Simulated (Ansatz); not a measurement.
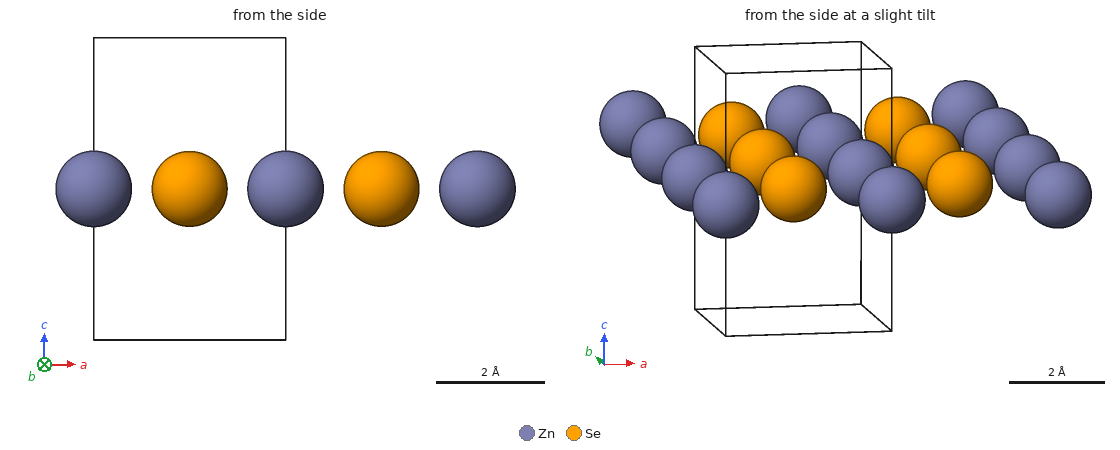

A spheres-only picture of a periodic sheet, seen from the side and from the side at a slight tilt. The surface normal points up in side views; the box is the simulation cell. 2×3 cells are drawn in the plane, with atoms at the edges repeated.

The cell holds 1 Zn, 1 Se.

Which species face the vacuum on either side?

Answer. The top face ends in Se and Zn, the bottom face in Se and Zn. The two faces are alike.

How far apart are the outermost atoms along the normal?

Answer. About 0.0 Å from the lowest to the highest atom, with about 6 Å of vacuum to the next image.

The model was built from a random cell made by a generator, so it need not be a real form of the compound. What is shown is the relaxed result from DFT PBE, scalar-relativistic, plane waves, PAW (Ansatz 0.2.0).
